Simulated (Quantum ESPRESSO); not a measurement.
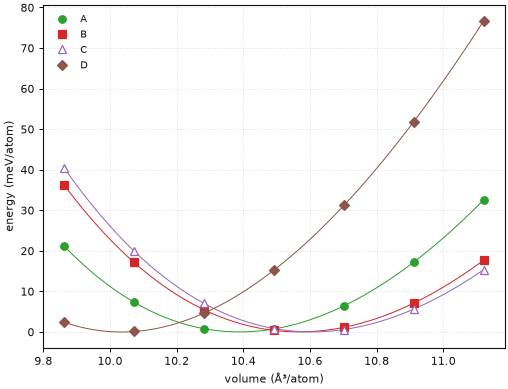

The plot gives the computed energy against volume, with one curve for each functional, for Ni (space group Fm-3m). The labels are replaced by letters. In alphabetical order the cases are: LDA; PBE + D3(BJ); PBEsol; rev-vdW-DF2.

How it was computed, with Quantum ESPRESSO 7.5: plane-wave DFT, collinear spins; energies at scaled volumes of the given cell, shape and fractions fixed, counted from the fit's minimum, third-order Birch-Murnaghan fit. All runs: collinear spin.

k mesh 13×13×13; occupations Fermi–Dirac; smearing width 0.05 eV; wave cutoff 1333 eV; density cutoff 5333 eV.

### Which letter stands for which functional?

A: PBEsol; B: rev-vdW-DF2; C: PBE + D3(BJ); D: LDA.

Caveats: potentials made for another functional (rev-vdW-DF2).
